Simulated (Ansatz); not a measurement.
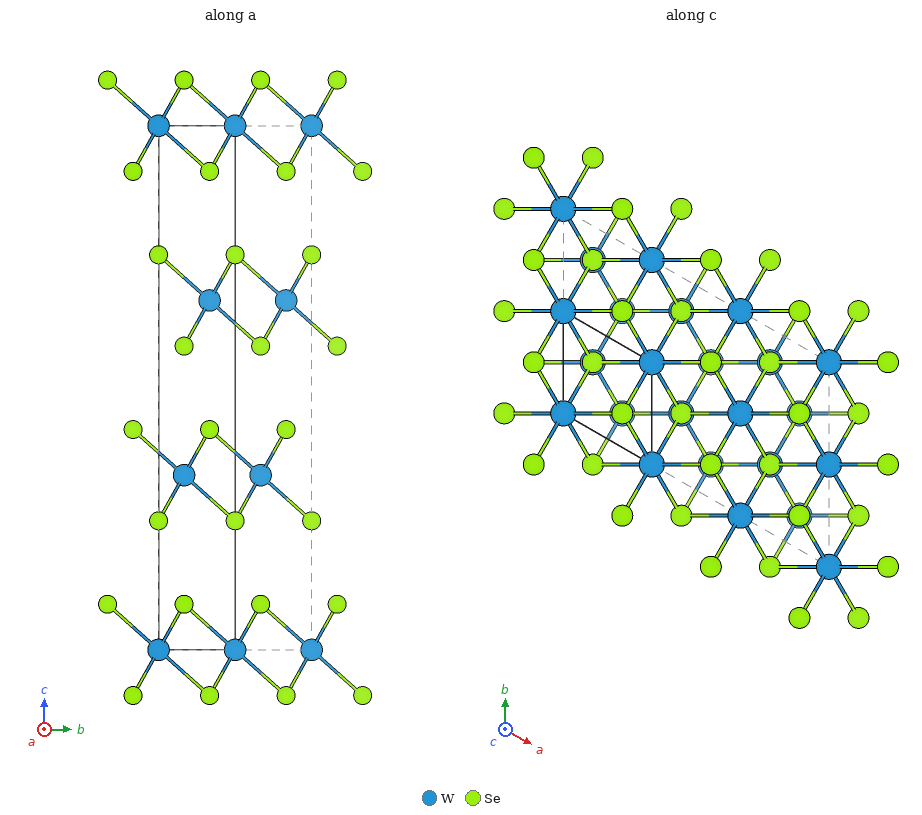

Ball-and-stick drawing of the structure, looking along the a axis and along the c axis. 3×2×1 cells are drawn; the solid outline is the conventional unit cell. A few atoms beyond the faces are included.

WSe$_{2}$, space group R-3m (No. 166), a = 3.29 Å, b = 3.29 Å, c = 19.49 Å, α = 90.00°, β = 90.00°, γ = 120.00°.

The calculation used DFT, HSE06, plane waves, PAW (Ansatz), with 420 eV cutoff, k-points about 0.56 Å⁻¹ apart, Fermi-Dirac smearing of 0.02 eV, no spin polarisation.

### Does it come out as a metal, or with a gap?

A semiconductor at this level, with a gap of 0.08 eV, indirect; the smallest direct gap is 0.15 eV.

### What is the pressure at this volume?

The computed pressure is -1.1 GPa (stretched: it would shrink). The stress isn't hydrostatic: its largest component is 2.1 GPa.

The model was built from a structure type filled with these elements by a generator (whether the compound takes this form wasn't checked). Earlier steps of the study may have refined or changed the cell and positions. It was run through Ansatz as a DFT input.
